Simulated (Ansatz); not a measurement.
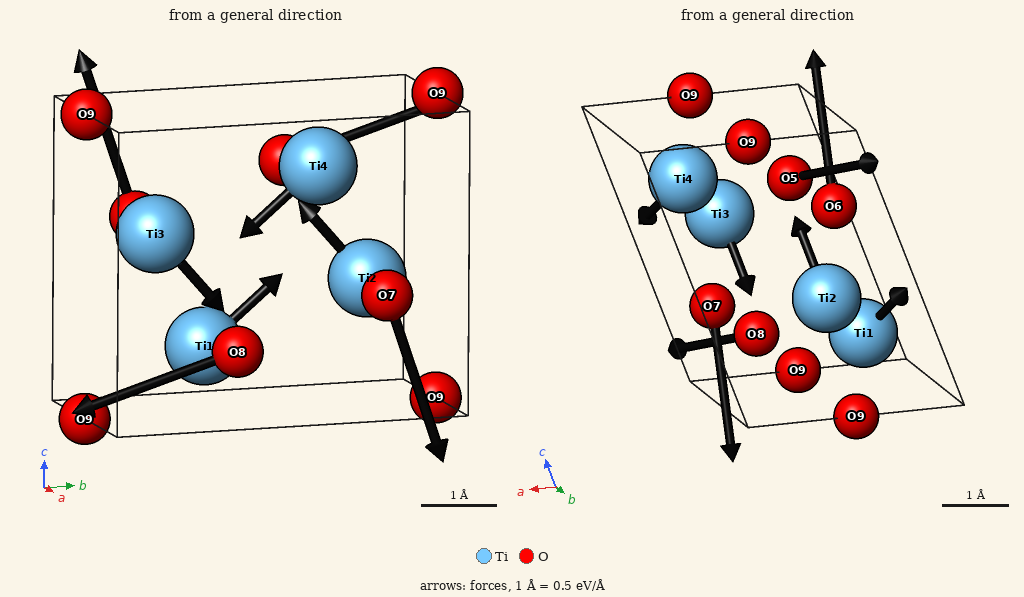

This spheres-only model is shown from two general directions. The edges of the cell (the run's own, in a reduced setting) are marked. The arrows are the computed forces on the atoms.

System: Ti$_{4}$O$_{5}$. Computational set-up: DFT PBEsol, scalar-relativistic, plane waves, PAW (Ansatz), plane waves up to 420 eV, k-points about 0.16 Å⁻¹ apart, Gaussian smearing of 0.15 eV, no spin polarisation.

**Could this be the end point of a relaxation?**

No. The atoms still feel forces of up to about 1 eV/Å, far above a usual threshold of 0.01 to 0.03 eV/Å.

**Name the atom under the greatest force.**

O5, O6, O7 and O8, about 1 eV/Å.

Provenance: a structure listed in the Materials Project. The cell was then strained or its atoms displaced on purpose. It was run through Ansatz as a DFT input.
